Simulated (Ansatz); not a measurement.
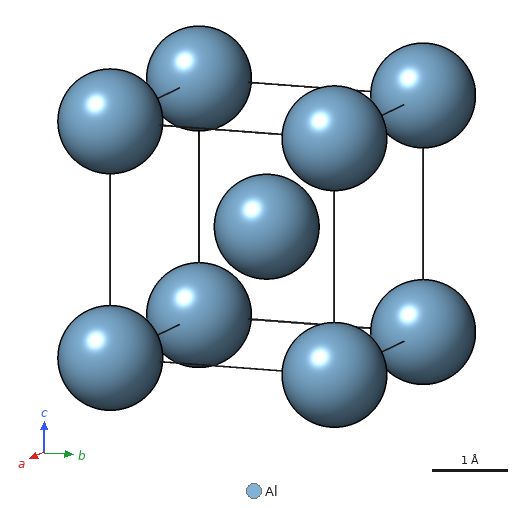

Drawn in the spheres-only manner and seen slightly off an axis. One conventional unit cell is framed, with atoms on its boundary repeated.

Al, body-centred cubic (W type), space group Im-3m (No. 229), a = 3.235 Å, b = 3.235 Å, c = 3.235 Å, α = 90.00°, β = 90.00°, γ = 90.00°. Origin of the cell: a structure type filled with this element by a generator (whether the element takes this form wasn't checked). Earlier steps of the study may have refined or changed the cell and positions. A calculation with Ansatz used it as input.

This one geometry was computed with Ansatz (DFT, plane waves, PAW) at three levels of theory: r2SCAN, PBE and LDA.

**Which level gives the highest pressure at this volume, and what does that say about its equilibrium volume?**

Highest: PBE (0.0 GPa), which points to the largest equilibrium volume. Lowest, with the smallest volume: r2SCAN (-3.2 GPa) and LDA (-3.0 GPa). Levels within 0.5 GPa of each other can't be told apart.

**How does the band gap change with the level of theory?**

All levels give a metal.

**Collect the results in a table.**

| level | cutoff (eV) | k-mesh of the run's cell | gap (eV) | pressure (GPa) |
| --- | --- | --- | --- | --- |
| r2SCAN | 500 | 24×24×24 | metal | -3.2 |
| PBE | 420 | 24×24×24 | metal | 0.0 |
| LDA | 420 | 24×24×24 | metal | -3.0 |

Gaps are taken on the k-mesh or band path of each run.
